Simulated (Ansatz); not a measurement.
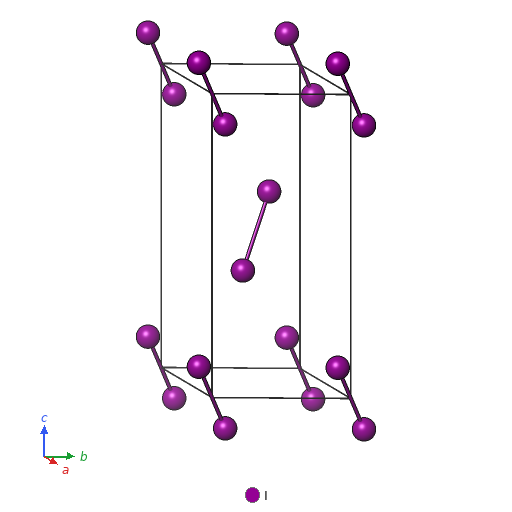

System: I, space group Cmce (No. 64). The picture shows the cell.

Input file:
```
crystal:
  lattice:
    - [3.635035, -2.39502, 0.0]
    - [3.635035, 2.39502, 0.0]
    - [0.0, 0.0, 9.79344]
  atoms:
    - { symbol: I, position: [0.6493, 0.3507, 0.3844] }
    - { symbol: I, position: [0.1493, 0.8507, 0.1156] }
    - { symbol: I, position: [0.3507, 0.6493, 0.6156] }
    - { symbol: I, position: [0.8507, 0.1493, 0.8844] }
hamiltonian:
  xc: pbesol
  pseudopotentials: { kind: paw }
kpoints:
  mp_grid: { grid: [5, 5, 3] }
scf:
  occupations: { method: fixed }
output:
  forces: true
  stress: true
elastic:
  mode: clamped_ion
  stencil: two_point
```

Command:
```bash
ansatz run input.yaml --threads 2 --pin off --max-ram 5632MiB --backend cpu --events-out ev --progress --plain --runs-dir out
```

Calculation (Ansatz 0.2.0): plane-wave DFT, no spin polarisation; elastic constants in Voigt order on the axes of the given cell. Level: PBEsol.

k mesh 5×5×3; occupations fixed; potentials Ansatz PAW; wave cutoff 420 eV; density cutoff 1680 eV; program settings xc grid level 2, xc grid task forces.

Predict the stiffness matrix in Voigt order.

Its least eigenvalue is close to zero (2.4 GPa), so the crystal is at the edge of mechanical stability. Over all directions E runs from 4.2 to 102.3 GPa, a ratio of 24, a strong anisotropy; the crystal is close to a mechanical instability, so the softest values aren't well resolved. E is 7.5 GPa along x, 4.2 GPa along y and 18.5 GPa along z, and 11.8 GPa along the body diagonal x + y + z. The Hill averages are K = 16.3 GPa and G = 9.8 GPa; K/G = 1.66.

Stiffness matrix C (GPa), Voigt order:
```json
{"": "xx", "xx": "9.5", "yy": "2.8", "zz": "-1.0", "yz": "0.0", "xz": "0.0", "xy": "0.0"}
{"": "yy", "xx": "2.8", "yy": "23.7", "zz": "43.0", "yz": "0.0", "xz": "0.0", "xy": "0.0"}
{"": "zz", "xx": "-1.0", "yy": "43.0", "zz": "100.5", "yz": "0.0", "xz": "0.0", "xy": "0.0"}
{"": "yz", "xx": "0.0", "yy": "0.0", "zz": "0.0", "yz": "42.9", "xz": "0.0", "xy": "0.0"}
{"": "xz", "xx": "0.0", "yy": "0.0", "zz": "0.0", "yz": "0.0", "xz": "2.4", "xy": "0.0"}
{"": "xy", "xx": "0.0", "yy": "0.0", "zz": "0.0", "yz": "0.0", "xz": "0.0", "xy": "5.1"}
```

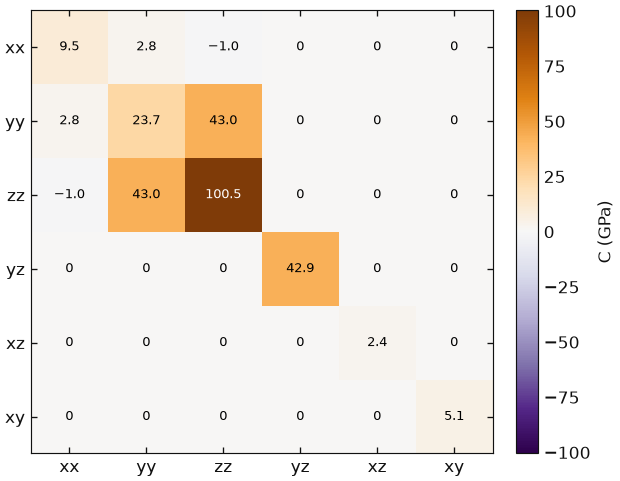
